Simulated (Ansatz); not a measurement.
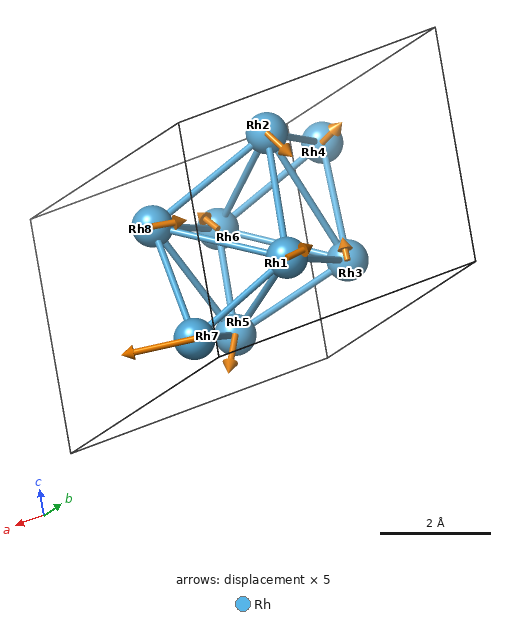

This is a relaxation of crystalline Rh (set up in P1). The starting structure is drawn; orange arrows show the displacements (the part carried along by the change of the cell is left out), magnified 5 times.

A ball-and-stick model of the cell of the calculation, seen from a free direction.

Case: all atoms moved at random, sigma 0.1 Å for each component, cell strained at random, sigma 0.01; relaxed back.

All numbers below come from DFT PBEsol, scalar-relativistic, plane waves, PAW in Ansatz 0.2.0.

Input file:
```yaml
crystal:
  lattice:
    - [-2.6978891615, 0.0116209806, 4.3632281372]
    - [-2.7036494629, -0.0122070795, -4.3668058359]
    - [2.7002617357, -4.695417217, -0.0110278996]
  atoms:
    - { symbol: Rh, position: [0.5675212061, 0.7995781909, 0.329819287] }
    - { symbol: Rh, position: [0.5583377362, 0.7926254669, 0.8606201614] }
    - { symbol: Rh, position: [0.0367199795, 0.284781069, 0.3143803617] }
    - { symbol: Rh, position: [0.0450966715, 0.2683883029, 0.8267914469] }
    - { symbol: Rh, position: [0.4502393024, 0.2119106176, 0.1953025943] }
    - { symbol: Rh, position: [0.4475034156, 0.2126542416, 0.6459541515] }
    - { symbol: Rh, position: [0.9070926776, 0.7168548513, 0.1561984512] }
    - { symbol: Rh, position: [0.9874890111, 0.7132072599, 0.670933546] }
basis:
  ecutwfc: 420
kpoints:
  mp_grid: { grid: [8, 8, 8] }
hamiltonian:
  xc: pbesol
scf:
  occupations: { method: gaussian, width: 0.15 }
output:
  forces: true
  stress: true
  eigenvalues: true
relax:
  adjacent_minimum: "off"
  f_tol: 0.01
  max_steps: 80
  cell: { stress_tol: 0.1 }
```

Launched with:
```bash
ansatz run input.yaml --threads 2 --pin off --max-ram 5120MiB --backend cpu --events-out ev --progress --plain --runs-dir out
```

### What happened in the run?

The atom that moves furthest relative to the cell is Rh7 (0.28 Å roughly along [3 0 1]). Cell: a 5.130 → 5.100 Å (−0.6 %), b 5.136 → 5.101 Å (−0.7 %), c 5.417 → 5.375 Å (−0.8 %), α 105.0° → 105.3°, β 105.4° → 105.3°. Volume −2.0 %. Near-neighbour distances that change, for instance: Rh1–Rh7 3.059 → 2.666 Å, Rh2–Rh7 2.310 → 2.664 Å, Rh1–Rh7 (another image) 2.329 → 2.666 Å, Rh4–Rh7 2.999 → 2.665 Å. The space group (tolerance 0.01 Å) goes from P1 (No. 1) to P6_3/mmc (No. 194). After 4 accepted moves (5 points after the start) the energy has fallen by 214 meV per atom. Largest force component: 5.9 eV/Å at the start, 0.0036 eV/Å at the end. The pressure goes from 4.21 to −0.01 GPa. At 1 point the geometry stayed and the basis and grid were re-selected for the new cell (energy shift of 0.2 meV per atom at most each time).
